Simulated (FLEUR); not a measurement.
System: TiAl, space group P4/mmm (No. 123).

Structure:
```yaml
crystal:
  lattice:
    - [2.83730, 0.00000, 0.00000]
    - [0.00000, 2.83730, 0.00000]
    - [0.00000, 0.00000, 4.05910]
  atoms:
    - { symbol: Ti, position: [0.00000, 0.00000, 0.00000] }
    - { symbol: Al, position: [0.50000, 0.50000, 0.50000] }
```

How it was computed, with FLEUR MaX-R8.1 (later development tree): all-electron LAPW DFT, no spin polarisation; energies at scaled volumes of the given cell, shape and fractions fixed, counted from the fit's minimum, third-order Birch-Murnaghan fit. Level: r2SCAN.

- k mesh: 9×9×7
- occupations: Fermi–Dirac
- smearing width: 0.05 eV
- potentials: all electron
- program settings: basis FLAPW, kmax 4.1 1/bohr

What does the calculation give for the energy against volume? The volume takes the values 15.36, 15.68, 16.34, 16.99, 17.32 Å³/atom.

A third-order Birch–Murnaghan fit gives V0 = 16.07 Å³/atom, B0 = 121 GPa and B′ = 4.0. The energy is 12.92 meV/atom at volume 15.36 Å³/atom and 32.13 meV/atom at 17.32 Å³/atom; the lowest computed point is at volume 16.34 Å³/atom (1.60 meV/atom), and no other minimum shows among the points.

| volume (Å³/atom) | energy (meV/atom) |
| --- | --- |
| 15.36 | 12.92 |
| 15.68 | 3.69 |
| 16.34 | 1.60 |
| 16.99 | 18.06 |
| 17.32 | 32.13 |

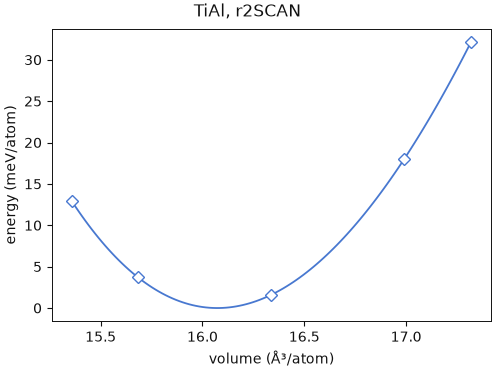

Keep in mind: shape and atomic fractions are frozen while scaling, which makes layered, chain and framework solids too stiff.
